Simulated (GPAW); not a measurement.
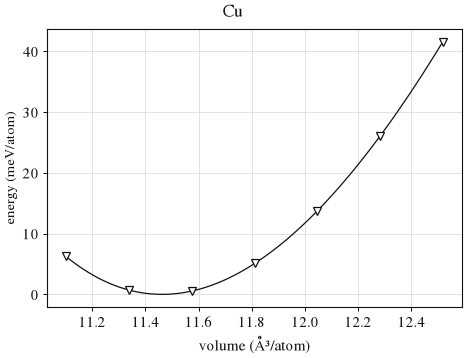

The picture above shows the energy against volume for Cu, space group Fm-3m (No. 225).

Structure:
```
CELL_PARAMETERS angstrom
0.00000 1.80750 1.80750
1.80750 0.00000 1.80750
1.80750 1.80750 0.00000
ATOMIC_POSITIONS crystal
Cu 0.00000 0.00000 0.00000
```

Calculation (GPAW 26.7.0): PAW DFT in plane waves, on a grid or in atomic orbitals, no spin polarisation; energies at scaled volumes of the given cell, shape and fractions fixed, counted from the fit's minimum, third-order Birch-Murnaghan fit. Level: PBEsol.

```tsv
setting	value
k mesh	13×13×13
occupations	Fermi–Dirac
smearing width	0.05 eV
potentials	PAW data sets made by gpaw setup for the functional
wave cutoff	600 eV
program settings	basis pw
```

From this curve and the settings, what does the calculation give for the pressure at the same points?

The pressure falls from 5.46 GPa at volume 11.10 Å³/atom to −11.74 GPa at 12.52 Å³/atom, and changes sign near 11.45 Å³/atom.

```tsv
volume (Å³/atom)	pressure (GPa)
11.10	5.46
11.34	1.62
11.57	-1.76
11.81	-4.74
12.05	-7.38
12.28	-9.70
12.52	-11.74
```
